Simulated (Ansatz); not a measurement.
# Ta3H: what the fields show

Input

```
crystal:
  lattice:
    - [4.6026148075, 0.0, 0.0]
    - [-2.3013074037, 3.9859813471, 0.0]
    - [0.0, 0.0, 3.3815994108]
  atoms:
    - { symbol: Ta, position: [0.3333333333, 0.6666666667, 0.0] }
    - { symbol: Ta, position: [0.6666666667, 0.3333333333, 0.0] }
    - { symbol: Ta, position: [0.0, 0.0, 0.5] }
    - { symbol: H, position: [0.0, 0.0, 0.0] }
basis:
  ecutwfc: 420
kpoints:
  mp_grid: { grid: [12, 12, 14] }
hamiltonian:
  xc: pbe
scf:
  occupations: { method: gaussian, width: 0.1 }
output:
  forces: true
  stress: true
  eigenvalues: true
  write_density: true
  write_potential: true
  elf: true
  volumetric_format: npy
relax:
  adjacent_minimum: "off"
  f_tol: 0.01
  max_steps: 80
  cell: { stress_tol: 0.05 }
```

Run with:

```sh
ansatz run input.yaml --threads 1 --pin off --max-ram 2560MiB --backend cpu --events-out ev --progress --plain --runs-dir out
```

Below, planes, directions and counts refer to the conventional cell (a = 4.61 Å, b = 4.61 Å, c = 3.36 Å, α = 90.00°, β = 90.00°, γ = 120.00°).

The fields are those of the run's last geometry, not of the input's.

Space group P6/mmm; a structure generated by program, which may or may not match a known phase.

Computed with Ansatz, DFT PBE, scalar-relativistic, plane waves, PAW.

In a PAW calculation such maps are meaningful between the atoms, not at the nuclei.

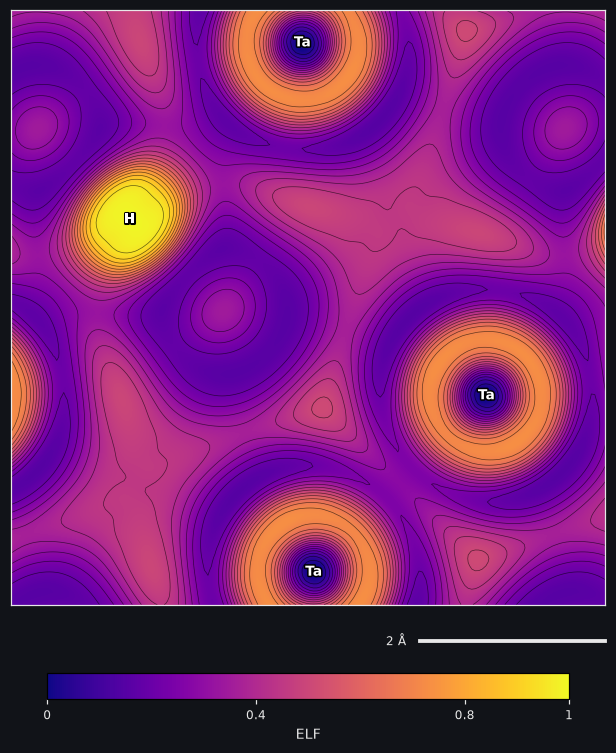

Figure 1. Electron localisation function on the (111) plane of the conventional cell.

### Interpret the plot.

The plane passes through Ta and H nuclei.
Ta–Ta (2.66 Å): the ELF is about 0.30 at the midpoint; no shared electron pair shows on this line.
The features right at Ta lie inside the PAW spheres, where the map follows smoothed inner orbitals and isn't to be read closely.

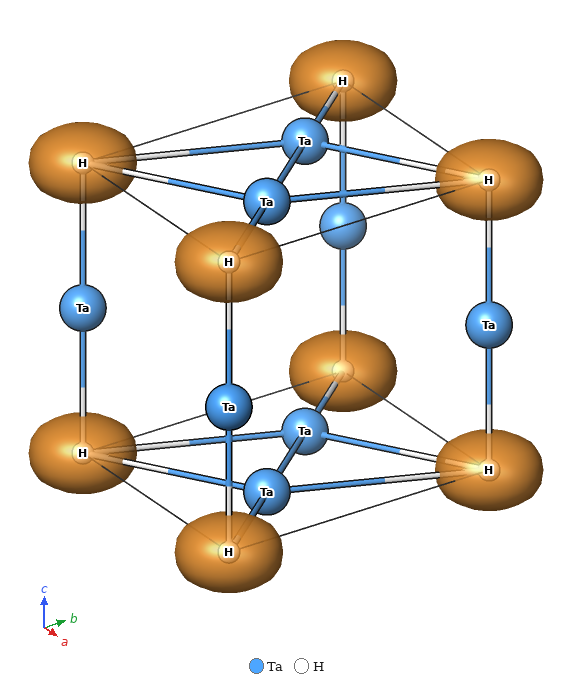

Figure 2. Isosurface of the electron localisation function at 0.7 (orange), seen slightly off an axis. Core shells and regions of very low density are left out. Sticks mark near contacts.

### Where are the electrons localised?

The ELF exceeds this value in one region around a hydrogen nucleus, counted in one cell of 4 atoms. Any copies at cell faces, edges or corners count once.


Ta–H (1.68 Å): the ELF climbs to about 1 towards the hydrogen.

### Does the calculation make it a metal, or give it a gap?

It is gapless in this calculation (a metal or semimetal).
